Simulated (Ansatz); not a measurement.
## AlFe in space group Pm-3m: the states at the Fermi level

```cif
data_structure
_symmetry_space_group_name_H-M 'P 1'
_symmetry_Int_Tables_number 1
_cell_length_a 2.9100
_cell_length_b 2.9100
_cell_length_c 2.9100
_cell_angle_alpha 90.000
_cell_angle_beta 90.000
_cell_angle_gamma 90.000
_cell_volume 24.64
loop_
_atom_site_label
_atom_site_type_symbol
_atom_site_fract_x
_atom_site_fract_y
_atom_site_fract_z
_atom_site_occupancy
Al1 Al 0.00000 0.00000 0.00000 1
Fe1 Fe 0.50000 0.50000 0.50000 1
```

The calculation used Ansatz, DFT PBE, scalar-relativistic, plane waves, PAW; levels and slopes on a dense k mesh at the converged density. Collinear spin polarisation. k mesh for the levels: 34×34×34. Cell and positions as given, without relaxation (residual pressure −6 GPa).

## 1. The sheets

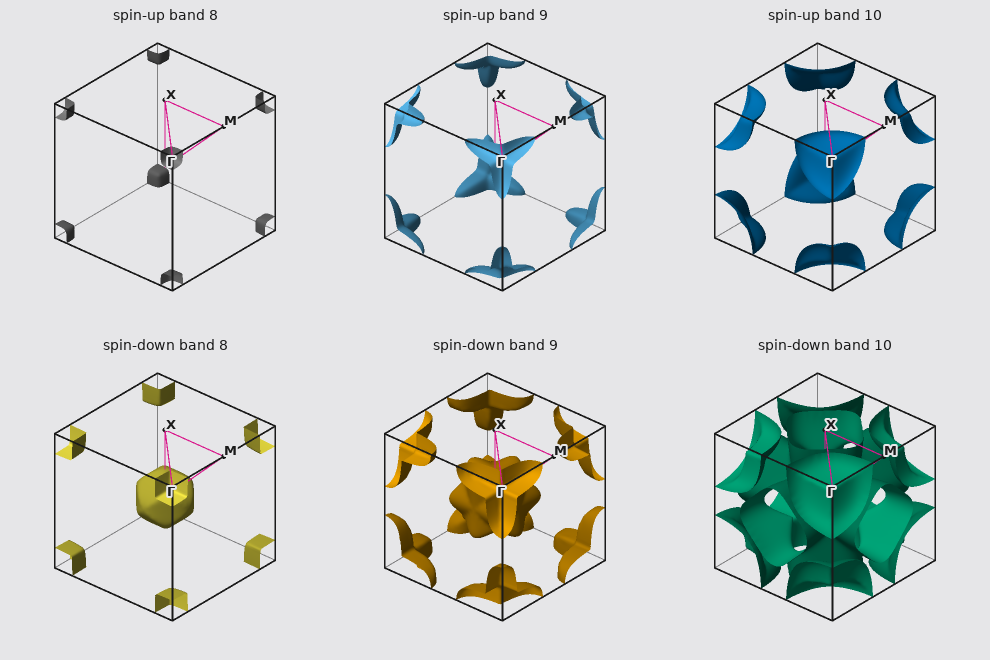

Fermi surface of this crystal. Each panel holds one band. The brighter face of a sheet looks towards empty states.

> What does each sheet look like, and where are the electron and hole pockets?

Six bands cross the Fermi level; this is a three-dimensional metal.

Spin-up band 8: one hole pocket centred at R (0.70 % of the zone).
Spin-up band 9: one hole pocket centred at R (4.0 % of the zone).
Spin-up band 10: one hole pocket centred at R (10 % of the zone).
Spin-down band 8: one hole pocket centred at Γ (3.2 % of the zone) and one hole pocket centred at R (2.5 % of the zone).
Spin-down band 9: one hole pocket centred at R (11 % of the zone) and one hole pocket centred at Γ (5.8 % of the zone).
Spin-down band 10: one hole pocket centred at R (22 % of the zone) and an open network that joins neighbouring zones in all directions (the band is filled at M and empty at Γ, R and X).
A pocket cut by a face of the zone is counted once with the part on the opposite face.

> What does the calculation give for N(E_F) and the Drude plasma frequency?

The density of states at the Fermi level is 2.2 states/eV per primitive cell. The intraband plasma frequency is 5.4 eV in all directions.

## 2. The two spins

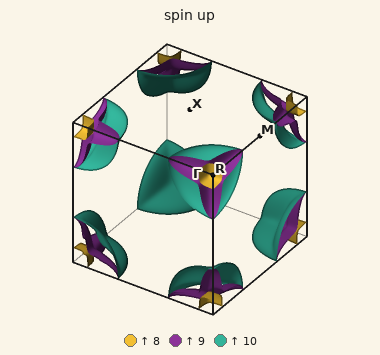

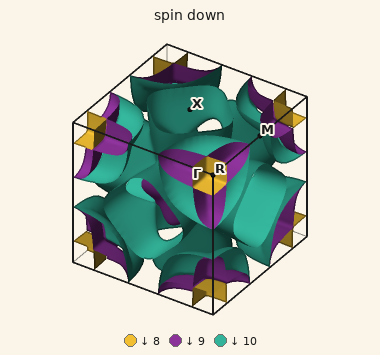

Spin-resolved Fermi surfaces of this crystal; the net moment is 0.7 μB per cell, and spin up is the majority channel.

> What is the spin polarisation of the states at the Fermi level?

Spin up has three and spin down three bands crossing, with 0.27 and 1.9 states/eV per cell, so (N↑ − N↓)/(N↑ + N↓) = −0.76.

## 3. Cuts and bands

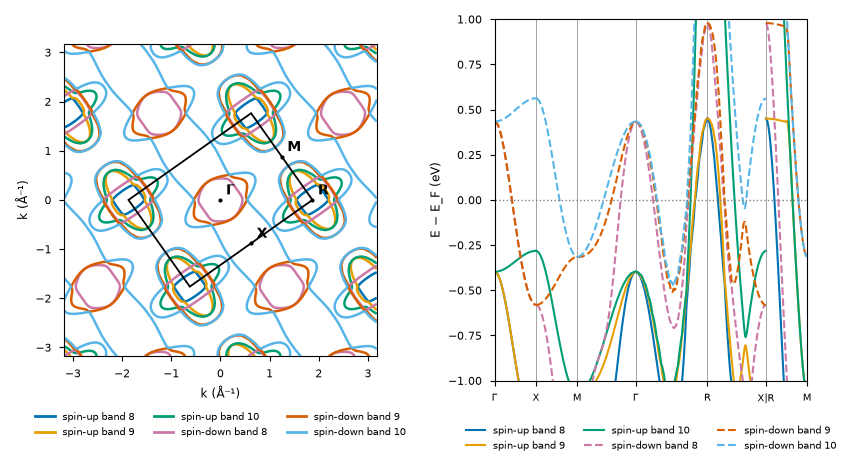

This crystal: cut through the Fermi surface in the plane through Γ, R and M, and the bands that cross the Fermi level.

> Give each band's level at the labelled points, in eV from the Fermi level.

```
             band      Γ      R      M      X
   spin-up band 8  −0.40  +0.45  below  below
   spin-up band 9  −0.40  +0.45  below  below
  spin-up band 10  −0.40  above  below  −0.28
 spin-down band 8  +0.43  +0.98  below  −0.58
 spin-down band 9  +0.43  +0.98  −0.32  −0.58
spin-down band 10  +0.43  above  −0.32  +0.56
```

Negative values are filled states; "above" and "below" lie outside the plotted window.

## 4. Speeds

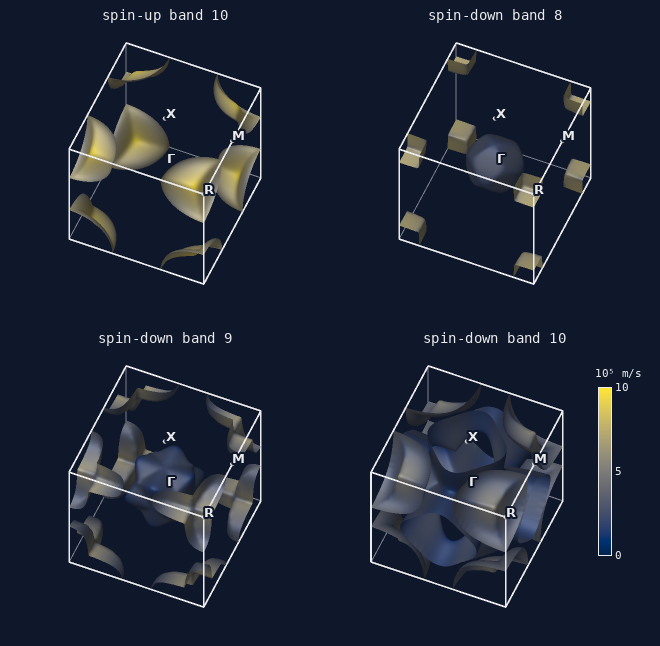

Fermi surface of this crystal (the four sheets of greatest area among six bands), coloured by the Fermi speed.

> How fast are the electrons on each sheet?

Spin-up band 10: 5.4 to 8.7 × 10⁵ m/s over most of the sheet, 6.5 × 10⁵ m/s on average over states. Spin-down band 8: 2.3 to 6.9 × 10⁵ m/s over most of the sheet, 3.8 × 10⁵ m/s on average over states. Spin-down band 9: 1.9 to 5.5 × 10⁵ m/s over most of the sheet, 3.2 × 10⁵ m/s on average over states. Spin-down band 10: 1.7 to 4.8 × 10⁵ m/s over most of the sheet, 2.7 × 10⁵ m/s on average over states.

> Which of these bands adds most to the density of states at the Fermi level?

Spin-down band 10, with 1.2 of 2.2 states/eV per cell.

The run ends with a net moment of 0.7 μB a cell, the order reached from its starting moments, not necessarily the lowest. Necks and pockets thinner than about two mesh steps aren't resolved, so separate pockets may in truth be joined.

Cost: 35 s on 1 thread of Arm Neoverse V2, on a shared host, peak memory 0.62 GiB.
